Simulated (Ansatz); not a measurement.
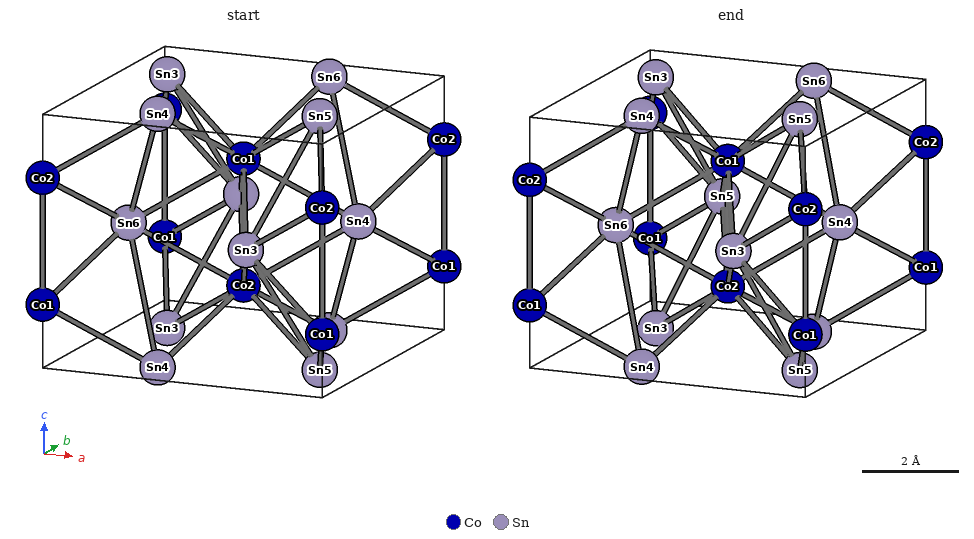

The structure of solid CoSn₂ (set up in I4/mcm) before (left) and after (right) a relaxation, at one scale.

Style: ball-and-stick. Shown: the conventional cell (2 times the calculation's cell), slightly off an axis. Lengths and directions refer to the drawn axes.

Case: relaxed functional: PBEsol.

Theory: DFT PBEsol, scalar-relativistic, plane waves, PAW in Ansatz. Set-up: plane-wave cutoff 420 eV; k-point mesh 8 × 8 × 8; occupations gaussian; smearing width 0.1 eV; no spin polarisation; cell and atoms relaxed; force threshold 0.01 eV/Å; at most 60 steps.

> Summarise the run.

The largest moves relative to the cell, 0.074 Å, are those of Sn3, Sn4, Sn5 and Sn6. Sn6 goes along [1 −1 0]. Co stays in place. The volume changes by −3.7 %, with a = b 6.365 → 6.280 Å (−1.3 %), c 5.457 → 5.398 Å (−1.1 %). Near-neighbour distances that change, for instance: Sn3–Sn5 3.192 → 3.081 Å, Sn3–Sn5 (another image) 2.844 → 2.954 Å, Co1–Sn3 2.759 → 2.702 Å, Co1–Co2 2.729 → 2.699 Å. The space group stays I4/mcm (No. 140). Over 3 accepted moves (5 points after the start) the energy falls by 30.5 meV per atom. Largest force component: 0.62 eV/Å at the start, 0.00011 eV/Å at the end. The pressure goes from −4.09 to 0.00 GPa. The line search rejected the trial step at point 1 of the run. The SCF was repeated once at an unchanged geometry on a basis and grid sized afresh for the cell, which shifted the energy by 0.4 meV per atom at most.

Limits of the set-up: an element that often carries a moment was run without spin polarisation.
